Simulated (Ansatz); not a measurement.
Structure data:

```
CELL_PARAMETERS angstrom
4.83023 -0.01825 -0.00017
-0.01825 4.85749 0.01485
-0.00011 0.00996 3.27531
ATOMIC_POSITIONS crystal
O 0.18693 0.19409 0.99040
O 0.31361 0.68754 0.49624
O 0.68540 0.30191 0.50968
Sn 0.49849 0.50884 0.98531
Sn 0.99116 0.99849 0.50381
O 0.80301 0.80769 0.01455
```

Describe what this structure looks like.

The material is SnO₂. The structure is triclinic, space group P1. It is a distorted form of a primitive tetragonal structure, space group P4_2/mnm (No. 136) within 0.25 Å: rutile. Content of the cell: 2 Sn, 4 O (Z = 2). O is linked to three Sn at 2.03 to 2.18 Å. Sn is linked to six O in a distorted octahedral arrangement at 2.03 to 2.18 Å. The bonds build a three-dimensional framework.

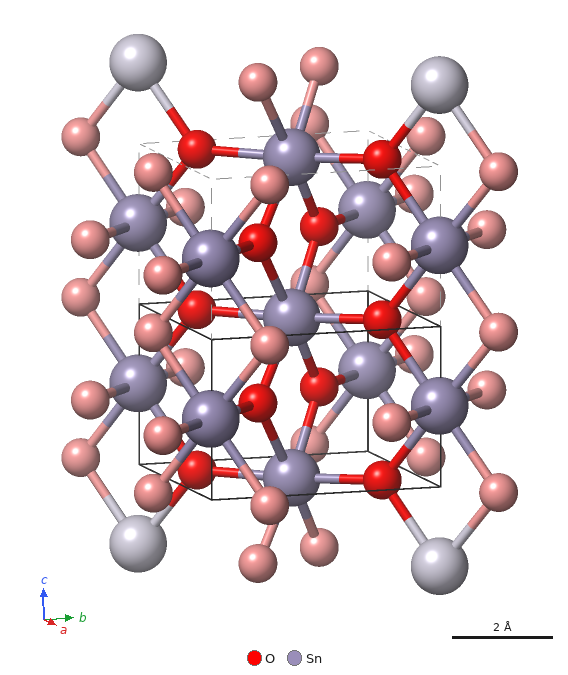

View slightly off an axis, drawn as a ball-and-stick model. The solid box is one unit cell, and 1×1×2 cells are shown. The first bonded neighbours in the surrounding cells are also shown, in fainter colours. Colours: tin purple, oxygen red.

Starting structure: a structure type known for this compound. The cell was then strained or its atoms displaced on purpose. An electronic-structure calculation with Ansatz was run on it.

At this level of theory the run's own cell isn't at rest (forces up to 1.5 eV/Å), so its distances can differ from those at equilibrium, the more so the softer the solid.
